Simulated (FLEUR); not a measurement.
# Spin moments and the parallel–antiparallel energy difference of tetragonally strained rocksalt NiO from all-electron PBE+U

Stretching NiO along z at constant volume lengthens one set of Ni–O–Ni bridges and shortens the other two. Whether the magnetic coupling gains or loses is therefore not obvious. The question matters for antiferromagnetic films, whose stability against heat and field depends on exchange and which a substrate can hold in a tetragonal shape. The calculations give the nickel sphere moments and the free energy of the antiparallel type-II order less that of the parallel order, per nickel atom, at the PBE+U level. Strain is measured against the cubic cell, and a negative energy difference favours the antiparallel order. A real film also changes its volume, an effect excluded here.

## Method

NiO (rocksalt): the measured cell (COD); 2 atoms in the primitive cell, fractional positions held. First order: parallel (+); second order: antiparallel (+-, cell doubled at q=(0,0,1/2)), q in fractions of the reciprocal vectors of the primitive cell. FLEUR MaX-R8.1, all-electron FLAPW in bulk geometry, scalar-relativistic valence, PBE with U = 6 eV on Ni d (double counting: FLL), basis cutoff 4.4 1/bohr, density cutoff 13.2 1/bohr, Fermi-Dirac smearing of 0.05 eV, muffin-tin radii Ni 2.21, O 1.25 bohr. Local moments are those inside the muffin-tin spheres. Collinear spins without spin-orbit coupling, 8x8x8 k-points for the first order in every row. The same in all rows: net spin moment of the whole primitive cell, first order: 2.000 μB/cell.

Notes on method and selection:

- Each run ends in the state reached from its typed start, which may not be the lowest.
- The spheres keep their radius, so sphere moments at unlike sizes cover unlike shares of space.
- The two orders are a test pair; neither need be the ground order.
- In rocksalt, q = (0,1/2,1/2) is the type-I order and q = (0,0,1/2) the type-II order.
- Runs that did not converge, have known faults or may not be shown are not listed, and runs on Ansatz's PAW sets soft_1 and soft_2 are kept to separate tables.

Columns:

- tetragonal strain factor: tetragonal strain: length of the cell along z (the main axis or a cube axis) over its starting value, the other two axes scaled to keep the volume.
- band gap (eV): Kohn-Sham band gap of the first order on its k-point mesh; set to zero under 0.1 eV or twice the smearing width (level spacings that a finite mesh gives in a metal), blank from there to 0.3 eV, where the mesh cannot tell.
- moment, second order (μB): largest spin moment inside a sphere, second order.
- largest local moment (μB): largest spin moment inside a sphere, first order.
- second less first (meV): free energy of the second order less the first, per magnetic atom, where the second keeps its moments.
- energy of strained cell (meV/cell): free energy of the strained cell in the first order above its lowest row, per primitive cell; its curvature gives the elastic constant of the tetragonal shear.

## Table of results

| member | tetragonal strain factor | band gap (eV) | moment, second order (μB) | largest local moment (μB) | second less first (meV) | energy of strained cell (meV/cell) |
| --- | --- | --- | --- | --- | --- | --- |
| tetragonal strain factor 0.9 | 0.90 | 0.67 | 1.706 | ? | ? | ? |
| tetragonal strain factor 0.93 | 0.93 | 1.28 | 1.714 | 1.786 | −92.8 | 135.1 |
| tetragonal strain factor 0.96 | 0.96 | 1.87 | 1.718 | 1.789 | −92.0 | 46.5 |
| tetragonal strain factor 0.98 | 0.98 | 2.21 | 1.719 | 1.790 | −91.7 | 7.3 |
| tetragonal strain factor 1 | 1.00 | 2.35 | 1.719 | 1.791 | −91.8 | 0.0 |
| tetragonal strain factor 1.02 | 1.02 | 2.20 | 1.719 | 1.790 | −91.6 | 4.0 |
| tetragonal strain factor 1.04 | 1.04 | 1.87 | 1.718 | 1.790 | −92.0 | 22.5 |
| tetragonal strain factor 1.07 | 1.07 | 1.37 | 1.715 | 1.788 | −93.5 | 95.1 |
| tetragonal strain factor 1.1 | 1.10 | 0.90 | 1.710 | 1.785 | −95.8 | 193.2 |

Cells marked ? are withheld until the estimate has been made.

second less first (meV) against tetragonal strain factor, members shown (numbers count the rows of the first table from the top):

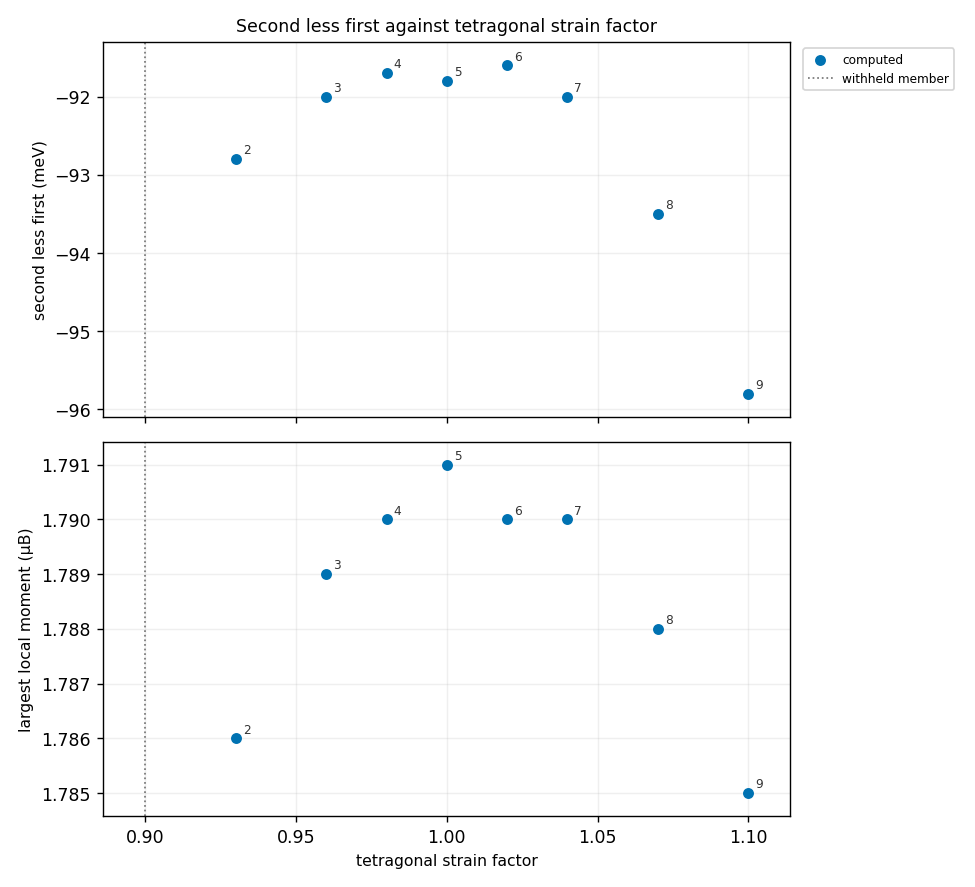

## Mechanism

The antiparallel order is lower in every row with a shown energy difference, by 91.8 meV per nickel in the cubic cell. This agrees with the established type-II order of NiO. Between factors 0.96 and 1.04 the difference is almost flat; at 1.10 it has grown in size by 95.8 − 91.8 = 4.0 meV, or 4.0 / 91.8 = 4.4 %.

The geometry accounts for part of this weak response. Superexchange through oxygen strengthens as the bridge shortens. At constant volume one axis scales as s and two as 1/√s, so the changes linear in strain cancel in the sum over the three axes, and a gain of second order remains. If each bridge followed the same power law, the sum would scale as (s⁻ⁿ + 2sⁿᐟ²)/3, which rises somewhat faster on compression. The table has the opposite asymmetry, −92.8 meV at 0.93 against −93.5 meV at 1.07, so bond length alone is not the full account.

The moments hardly move. From the cubic cell to 1.10 the nickel sphere loses 1.719 − 1.710 = 0.009 μB in the antiparallel order and 1.791 − 1.785 = 0.006 μB in the parallel one. The nickel configuration, with two unpaired e_g electrons, stays intact. The larger contrast is between the orders, 1.791 − 1.719 = 0.072 μB in the cubic cell, as expected when covalent mixing through oxygen admits some opposite spin from antiparallel neighbours.

The gap of the parallel order is far more sensitive, falling from 2.35 eV to 0.90 eV at 1.10 and 0.67 eV at 0.90. A likely cause is that strain splits the e_g levels and broadens some of the bands; the gaps alone cannot separate the two.



## Blind estimate

Plain estimates from the members shown:

- tetragonal strain factor 0.9, mean of the 8 members shown: −92.7 meV, standard deviation 1.3

The mean of the shown members, −92.7 meV, is weighted towards the flat region around the cubic cell and should lie too high for a factor of 0.90. The compressed rows already show the difference growing at an increasing rate, so the estimate continues that change of slope.

From 0.98 to 0.96 the antiparallel order gains 0.3 / 0.02 = 15 meV per unit strain, and from 0.96 to 0.93 it gains 0.8 / 0.03 = 26.7. The midpoints of these intervals are (0.02 + 0.03) / 2 = 0.025 apart, and the midpoint of the next interval lies 0.03 further on. The next slope is then 26.7 + (26.7 − 15) × 0.03 / 0.025 = 40.7 meV per unit strain. Over the last step this adds 40.7 × 0.03 = 1.2 meV, which gives −92.8 − 1.2 = −94.0 meV.

The same procedure can be tried on the stretched side. The slopes there are 20 and 50, the next is 50 + 30 × 0.03 / 0.025 = 86, and the result for 1.10 is −93.5 − 2.6 = −96.1 meV. The calculated value is −95.8 meV, a miss of 0.3 meV.

The route is sensitive to small errors: a shift of 0.1 meV in the 0.96 row alone moves the estimate by 0.4 meV. Together with the miss on the stretched side, this supports a standard deviation of 0.5 meV.

**Committed estimate, tetragonal strain factor 0.9: second less first = −94.0 ± 0.5 meV.**

## Outcome

| member | tetragonal strain factor | band gap (eV) | moment, second order (μB) | largest local moment (μB) | second less first (meV) | energy of strained cell (meV/cell) |
| --- | --- | --- | --- | --- | --- | --- |
| tetragonal strain factor 0.9 | 0.90 | 0.67 | 1.706 | 1.780 | −94.9 | 319.3 |

| member | estimate | second less first (meV) | computed | estimate − computed | miss in error bars |
| --- | --- | --- | --- | --- | --- |
| tetragonal strain factor 0.9 | committed | −94.0 | −94.9 | +0.9 | 1.8 |
| tetragonal strain factor 0.9 | mean | −92.7 | −94.9 | +2.2 |  |

second less first (meV) against tetragonal strain factor (numbers count the rows of the first table from the top):

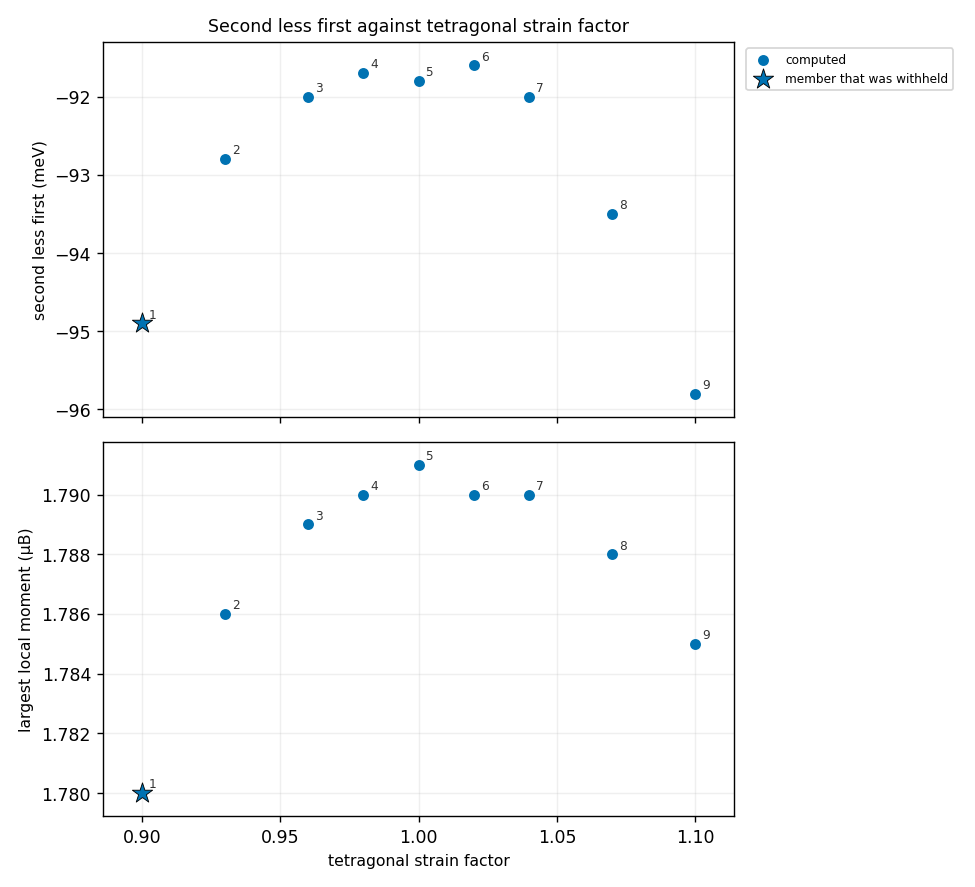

The estimate of −94.0 ± 0.5 meV missed the computed −94.9 meV by 0.9 meV, or 1.8 error bars. It still did better than the mean of the other members, which missed by 2.2 meV.

The expectation that the antiparallel order gains at an increasing rate on compression held. The rate itself was too low: the last step has a slope of 2.1 / 0.03 = 70 meV per unit strain, against the 40.7 assumed. The error bar was also too narrow. The slopes came from differences of 0.3 and 0.8 meV, while rows near the cubic cell scatter by 0.1 to 0.2 meV, which the extrapolation magnifies to roughly 0.5 to 1 meV.

The result also confirms a gap in the bond-length argument that the row at 1.10 already implied. Cancellation over the three axes explains why no linear term appears, but not why the remaining gain is so small. For a bridge law with exponent n, the gain is about n²/4 × (ln s)². With a rough n of 10, usual for superexchange, this gives 25 × 0.011 = 0.28, or 28 %, at 0.90. The computed gain is 3.1 / 91.8 = 3.4 %. What offsets the rest is left open.

## Members off the line

In the magnetic energy difference, the two end members lie farthest from the mean of all nine rows, which in size is (8 × 92.7 + 94.9) / 9 = 92.9 meV. The row at 1.10 exceeds it by 95.8 − 92.9 = 2.9 meV and the row at 0.90 by 94.9 − 92.9 = 2.0 meV. Both continue the growth seen at 1.07 and 0.93, so they are the ends of a curved trend and not stray points.

The strain energy of the parallel order is the column with real irregularities. Divided by the square of the strain, it is 7.3 / 0.02² = 18 000 meV at 0.98 but 46.5 / 0.04² = 29 000 meV at 0.96. On the stretched side it is 10 000 meV at 1.02 and 14 000 meV at 1.04. In a cubic crystal with parallel spins, small strains of either sign should cost nearly the same, yet 0.98 costs 7.3 meV and 1.02 only 4.0 meV. A plane-wave basis whose size changes in steps with the cell shape is the likeliest cause, with the k-point mesh as a second candidate, and the smallest strains are unsafe for an elastic constant. Much of such an error cancels between two orders in the same strained cell, which would explain why the magnetic difference is smoother.

## Closing remarks

From 0.90 to 1.10 at constant volume, the antiparallel type-II order stays lower than the parallel one by 91.6 to 95.8 meV per nickel, and the nickel sphere moments change by little more than 0.01 μB. The antiparallel order thus gains slightly under large strains of either sign.

The energy difference follows roughly −91.8 − 350 × (s − 1)² meV, with the coefficient taken from the two end members, (3.1 + 4.0) / (2 × 0.1²) = 355, rounded to 350. Over all nine rows the typical miss is 0.4 meV, against a scatter of 1.4 meV about the mean; the largest miss, 0.7 meV, is at 0.93.

Two choices held fixed here, the volume and U, also bear on the coupling. A film that shrinks in volume should favour the antiparallel order more, because the changes linear in bond length then no longer cancel. Lowering U should act in the same direction, because superexchange weakens as U grows.
